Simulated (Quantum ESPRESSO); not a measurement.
# How biaxial strain moves the moments of MnO (Manganosite), part 2 of 2

Aim: follow moments and order energies of MnO (Manganosite) with biaxial strain.

Quantum ESPRESSO 7.5; PBE with U = 4 eV on Mn d (ortho-atomic projectors); plane waves with GBRV 1.5 PBE potentials, no spin-orbit coupling.

So far, absolute magnetization (μB): step 3 (biaxial 0.96, antiferro q=(0,1/2,1/2) +-) 9.60.

## 5. Biaxial 1.04, ferro +

Input file pw.in:

```
&CONTROL
  calculation = 'scf'
  prefix = 'pwscf'
  outdir = './tmp'
  pseudo_dir = './pseudo'
  disk_io = 'nowf'
  tprnfor = .true.
  tstress = .true.
/
&SYSTEM
  ibrav = 0
  nat = 2
  ntyp = 2
  ecutwfc = 40
  ecutrho = 280
  nbnd = 19
  occupations = 'smearing'
  smearing = 'fd'
  degauss = 0.00367493
  nspin = 2
  starting_magnetization(1) = 0.3
  starting_magnetization(2) = 0
/
&ELECTRONS
  conv_thr = 4d-09
  electron_maxstep = 150
  mixing_beta = 0.3
/
ATOMIC_SPECIES
Mn     54.9380 mn_pbe_v1.5.uspp.F.UPF
O      15.9990 o_pbe_v1.2.uspp.F.UPF
CELL_PARAMETERS angstrom
   0.0000000000    2.3119200000    2.2230000000
   2.3119200000    0.0000000000    2.2230000000
   2.3119200000    2.3119200000    0.0000000000
ATOMIC_POSITIONS crystal
Mn      0.0000000000    0.0000000000    0.0000000000
O       0.5000000000    0.5000000000    0.5000000000
K_POINTS automatic
8 8 8 0 0 0
HUBBARD {ortho-atomic}
U Mn-3d 4.0000
```

Started as:

```console
$ OMP_NUM_THREADS=1 mpirun -n 2 pw.x -nk 2 -in pw.in > pw.out
```

The program printed:

```text
     [... lines left out ...]
Program PWSCF v.7.5 starts
     [... lines left out ...]
     number of atoms/cell      =            2
     [... lines left out ...]
     number of electrons       =        21.00
     number of Kohn-Sham states=           19
     kinetic-energy cutoff     =      40.0000  Ry
     charge density cutoff     =     280.0000  Ry
     scf convergence threshold =      4.0E-09
     [... lines left out ...]
     16 Sym. Ops., with inversion, found
     [... lines left out ...]
     number of k points=    59  Fermi-Dirac smearing, width (Ry)=  0.0037
     [... lines left out ...]
     iteration # 11     ecut=    40.00 Ry     beta= 0.30
     [... lines left out ...]
     Magnetic moment per site  (integrated on atomic sphere of radius R)
     atom   1 (R=0.286)  charge= 12.5475  magn=  4.3008
     atom   2 (R=0.286)  charge=  5.9233  magn=  0.1504
     [... lines left out ...]
     Tr[ns(  1)] (up, down, total) =   4.97425  0.22567  5.19992
     [... lines left out ...]
     the Fermi energy is    11.4096 ev
!    total energy              =    -243.49608135 Ry
     estimated scf accuracy    <          9.1E-11 Ry
     smearing contrib. (-TS)   =      -0.00002683 Ry
     [... lines left out ...]
     total magnetization       =     5.00 Bohr mag/cell
     absolute magnetization    =     5.00 Bohr mag/cell
     convergence has been achieved in  11 iterations
     [... lines left out ...]
     Total force =     0.000000     Total SCF correction =     0.000000
     [... lines left out ...]
          total   stress  (Ry/bohr**3)                   (kbar)     P=      -20.05
     [... lines left out ...]
```

Elapsed: 15 s, on 2 MPI ranks of Arm Neoverse V1, shared host; peak memory 0.18 GiB.

This step gave:

```
smearing term TS       : 3.65e-4 eV
pressure               : -2.005 GPa
magnetization          : 5 μB
absolute magnetization : 5 μB
final state            : ferromagnetic
largest moment         : 4.301 μB
```

## 6. An input with a fault

One input was spoiled on purpose, to see how the program answers.

pw.in: that of step 5 with these lines changed.

```diff
@@ -20,2 +20,3 @@
   nspin = 2
+  tot_magnetization = 400
   starting_magnetization(1) = 0.3
@@ -25,3 +26,3 @@
   conv_thr = 4d-09
-  electron_maxstep = 150
+  electron_maxstep = 75
   mixing_beta = 0.3
@@ -32,5 +33,5 @@
 CELL_PARAMETERS angstrom
-   0.0000000000    2.3119200000    2.2230000000
-   2.3119200000    0.0000000000    2.2230000000
-   2.3119200000    2.3119200000    0.0000000000
+   0.0000000000    2.2230000000    2.2230000000
+   2.2230000000    0.0000000000    2.2230000000
+   2.2230000000    2.2230000000    0.0000000000
 ATOMIC_POSITIONS crystal
```

The program printed:

```text
     [... lines left out ...]
Program PWSCF v.7.5 starts
     [... lines left out ...]
     Error in routine setup (1):
     too few spin up bands
 %%%%%%%%%%%%%%%%%%%%%%%%%%%%%%%%%%%%%%%%%%%%%%%%%%%%%%%%%%%%%%%%%%%%%%%%%%%%%%
     stopping ...
```

The job ended after 0.66 s (2 MPI ranks; peak memory 0.05 GiB).

The input was rejected at the start.

The program's message: “setup (1): too few spin up bands”

The fault put into the input: tot_magnetization larger than the electron count.

## 7. The series

The runs not shown differ from these in the moved quantity alone.

States, by row:

```csv
biaxial,ferro +,"antiferro q=(0,1/2,1/2) +-",no spin polarisation
0.96,ferromagnetic,antiferromagnetic,non-magnetic
0.98,ferromagnetic,antiferromagnetic,non-magnetic
1,ferromagnetic,antiferromagnetic,non-magnetic
1.02,ferromagnetic,antiferromagnetic,non-magnetic
1.04,ferromagnetic,antiferromagnetic,non-magnetic
```

Largest site moment against biaxial:

```csv
biaxial (factor),ferro + (μB),"antiferro q=(0,1/2,1/2) +- (μB)"
0.9600,4.20,4.18
0.9800,4.24,4.23
1.0000,4.29,4.28
1.0200,4.30,4.29
1.0400,4.30,4.29
```

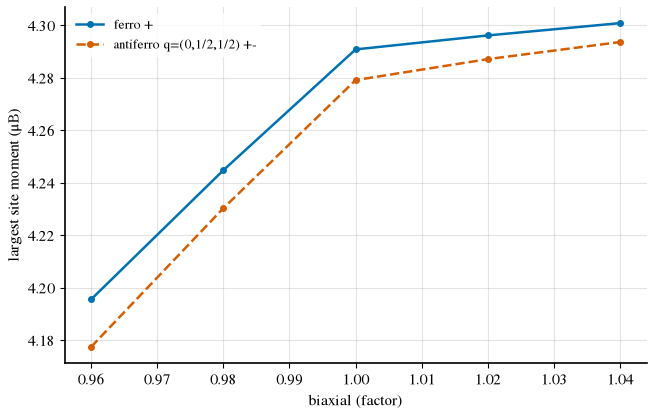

Largest site moment, plotted against biaxial.

The energy less that of the parallel start by biaxial; values in meV a seeded atom:

```csv
biaxial (factor),"antiferro q=(0,1/2,1/2) +-",no spin polarisation
0.9600,-81.7,3648
0.9800,-68.7,4153
1.0000,-58.2,4364
1.0200,-49.6,4497
1.0400,-42.4,4652
```

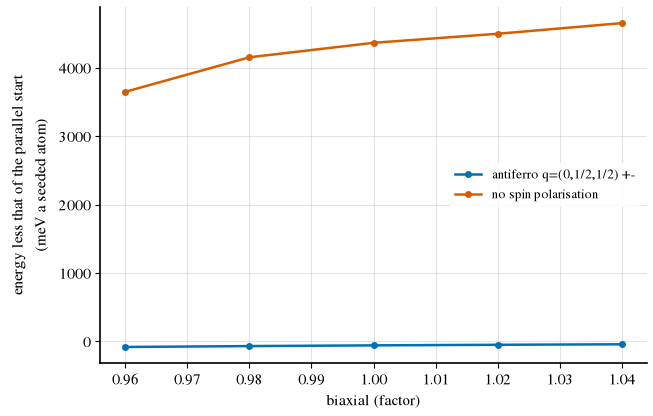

Energy less that of the parallel start against biaxial.

The energy over the lowest by biaxial; values in meV an atom:

```csv
biaxial (factor),ferro +,"antiferro q=(0,1/2,1/2) +-",no spin polarisation
0.9600,148,107,1972
0.9800,81.0,46.6,2157
1.0000,41.7,12.6,2224
1.0200,24.8,0,2273
1.0400,25.4,4.20,2352
```

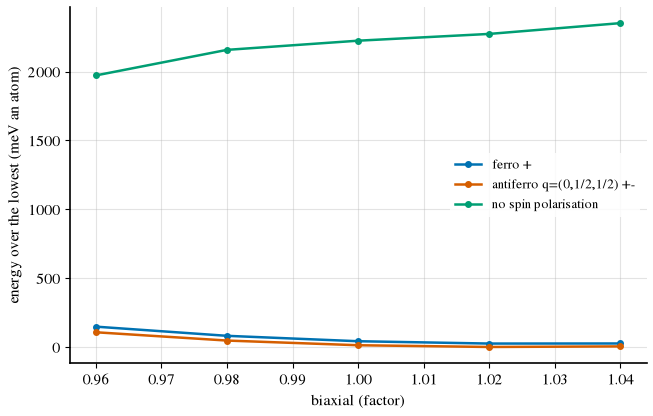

Energy over the lowest, plotted against biaxial.

## 8. What came out

```yaml
moment_parallel_start: 4.20 to 4.30 μB
states_met_from_these_starts: antiferromagnetic and ferromagnetic
```

The moment of the parallel start goes from 4.20 μB at 0.96 to 4.30 μB at 1.04. The net moment of the cell goes from 5 to 5 μB. The radius of the spheres follows the nearest distance, so part of the change of the site moments is the spheres'. The largest moment of the start antiferro q=(0,1/2,1/2) +- lies between 4.18 and 4.29 μB. The start antiferro q=(0,1/2,1/2) +- lies under the parallel one at every finished point, by 42.4 to 81.7 meV a seeded atom.

[Logs and program files are shortened in this print: banners, set-up blocks, solver, clock and traceback lines can be left out without a mark of their own.]

[Logs are printed without paths, hosts, clocks, repeated set-up lines and the standing remarks that a program may print on its own settings, such as how far it seeks lower states.]

[Hosts, paths, dates, database ids (printed as entryN), source tags and the programs' standing remarks are cut or masked in the printed files.]

[Where a cell is said to come from a database of computed structures, the database is the Materials Project.]
